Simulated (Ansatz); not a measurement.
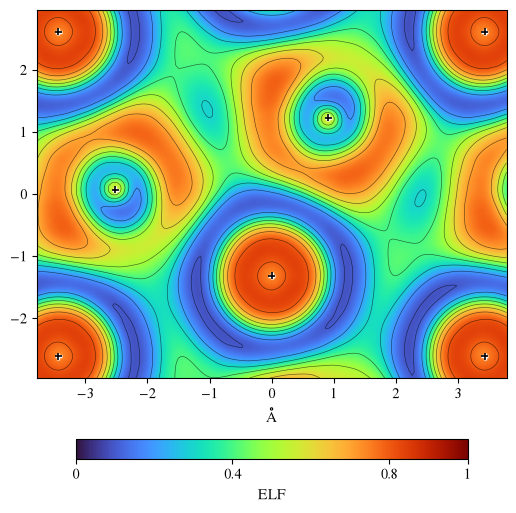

The electron localisation function on a plane through atoms (crosses mark nuclei in the plane).

All numbers below come from Ansatz, DFT r2SCAN, scalar-relativistic, plane waves, PAW.

Candidates:
A. SiO2, a = 4.95 Å, b = 4.95 Å, c = 7.31 Å, α = 90.00°, β = 90.00°, γ = 90.00°. Space group I-42d.
B. HfSi, a = 6.86 Å, b = 3.78 Å, c = 5.23 Å, α = 90.00°, β = 90.00°, γ = 90.00°. Space group Pnma.
C. Y, a = 5.10 Å, b = 5.10 Å, c = 5.10 Å, α = 90.00°, β = 90.00°, γ = 90.00°. Space group Fm-3m; computed without spin polarisation.

Q: Which system is this?

A: Candidate B: HfSi on the (010) plane of the conventional cell, which holds Hf and Si. Hf–Si (2.70 Å): the ELF peaks at about 0.70 in the valence shell of Si, 0.9 Å from its nucleus, and is about 0.30 at the midpoint. Hf–Si (2.83 Å): the ELF peaks at about 0.65 in the valence shell of Si, 1.0 Å from its nucleus, and is about 0.30 at the midpoint.
